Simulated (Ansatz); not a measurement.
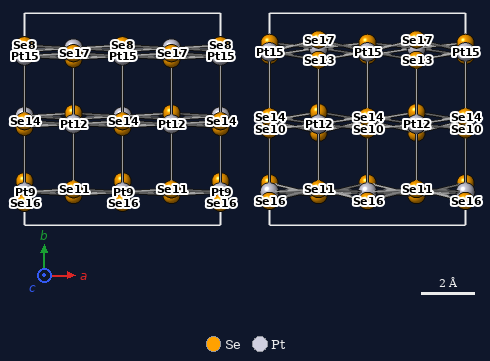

Two geometries of a slab of composition Pt$_{5}$Se$_{12}$ (cut from the P-3m1 phase), drawn at one scale. One is the start of a relaxation, the other its converged end. A ball-and-stick model of the 2 × 1 repeat of the cell, outlined in the plane, without the vacuum (origin shifted), seen along the c axis.

Level of theory: Ansatz, DFT PBEsol, scalar-relativistic, plane waves, PAW. Settings: plane-wave cutoff 420 eV; k-point mesh 9 × 5 × 1; occupations gaussian; smearing width 0.1 eV; no spin polarisation; dipole correction; atoms relaxed in a fixed cell; force threshold 0.02 eV/Å; at most 60 steps.

Which of the two is the end point?

Answer. The right one is the relaxed one. Case: (1 0 2) slab, atoms relaxed. The slab is the (1 0 2) face of PtSe2. After 7 accepted moves (8 points after the start) the energy has fallen by 0.757 eV per cell of the calculation. Largest force component: 0.66 eV/Å at the start, 0.017 eV/Å at the end. 1 step only repeated the SCF at the same geometry. The largest moves, 0.62 Å, are those of Se atoms. Largest moves by element: Se 0.62 Å, Pt 0.30 Å. The cell doesn't change. Near-neighbour distances that change, for instance: Se–Se 3.338 → 3.855 Å, Se–Se 3.183 → 2.678 Å, Pt–Se 2.514 → 2.693 Å, Pt–Se 2.514 → 2.415 Å. Bond angles that change, for instance: Se–Pt–Se 96.8° → 88.6°, Pt–Se–Pt 96.8° → 88.6°, Se–Pt–Se 83.2° → 91.4°.
